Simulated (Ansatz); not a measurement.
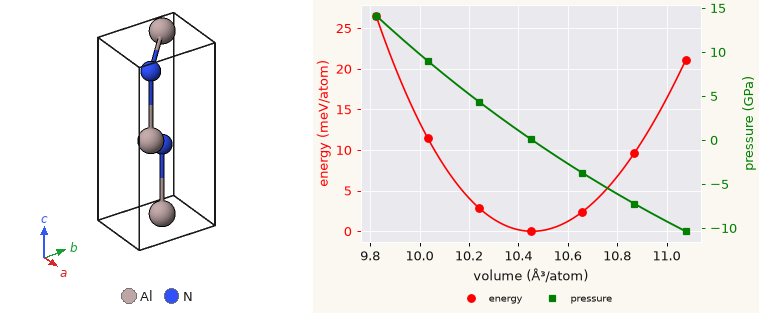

Plotted: energy and pressure against volume for AlN, space group P6_3mc (No. 186). The conventional cell is drawn beside the plot.

Cell as given: a = 3.113 Å, b = 3.113 Å, c = 4.981 Å, α = 90.00°, β = 90.00°, γ = 120.00°; 4 atoms.

Calculation (Ansatz 0.2.0): all-electron LAPW DFT, no spin polarisation; energies at scaled volumes of the given cell, shape and fractions fixed, counted from the fit's minimum, third-order Birch-Murnaghan fit. Level: PBEsol.

- k mesh: 10×10×6
- occupations: Fermi–Dirac
- smearing width: 0.05 eV
- potentials: all electron LAPW, scalar relativistic
- program settings: basis error eV/atom 0.001

> Give the fitted equation-of-state parameters.

A third-order Birch–Murnaghan fit gives V0 = 10.46 Å³/atom, B0 = 201 GPa and B′ = 3.9.

> How does the pressure vary with volume?

It falls from 14.16 GPa at volume 9.82 Å³/atom to −10.36 GPa at 11.08 Å³/atom, and changes sign near 10.46 Å³/atom.

Keep in mind: shape and atomic fractions are frozen while scaling, which makes layered, chain and framework solids too stiff.

The computed values:

```tsv
volume (Å³/atom)	energy (meV/atom)	pressure (GPa)
9.82	26.57	14.16
10.03	11.50	9.01
10.24	2.85	4.34
10.45	0.00	0.11
10.66	2.41	-3.73
10.87	9.59	-7.21
11.08	21.10	-10.36
```
